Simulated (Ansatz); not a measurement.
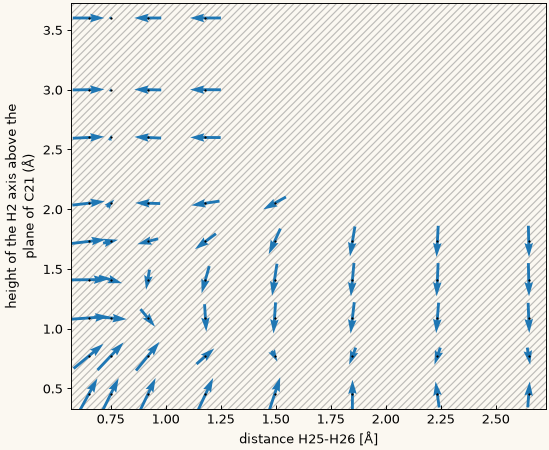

H₂ on a C(100) slab cut from the Fd-3m phase, its upper half relaxed before the scan (24 atoms of substrate and one adsorbate in a 2 × 2 cell). H2 lies flat over one site of a rigid substrate while its bond length and height are varied; it sits over a bridge site, heights counted from the top plane, its axis along the first surface vector. The first coordinate is: distance H25-H26; the second: height of the H2 axis above the plane of C21. Grid: 8 × 9 points. At 15 points there is no value (left out: too close to the surface, or the stretched molecule far from it). Points are written as (first, second). Level of theory: Ansatz, DFT PBE, scalar-relativistic, plane waves, PAW. Settings: cutoff 420 eV, k-mesh 5×5×1, gaussian smearing 0.05 eV, no spin polarisation.

In the figure: dots at the grid points, arrows along the force (downhill), their lengths compressed, hatched blanks where no value was computed.

Question: The arrows alone are given. Where is the energy lowest?

Answer: The arrows converge at about (1.636 Å, 0.70 Å) (read from the interpolated surface).

The energy map of the same scan:

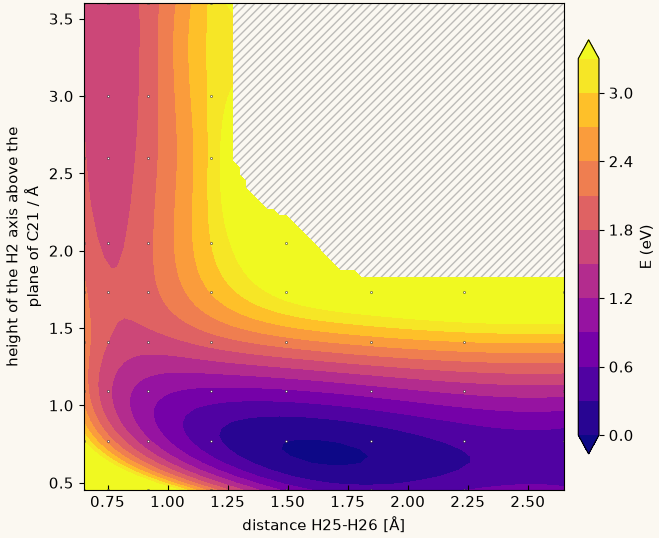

Energies are in eV, from the lowest grid point; between grid points the surface is interpolated.

PAW datasets: the set soft_1.
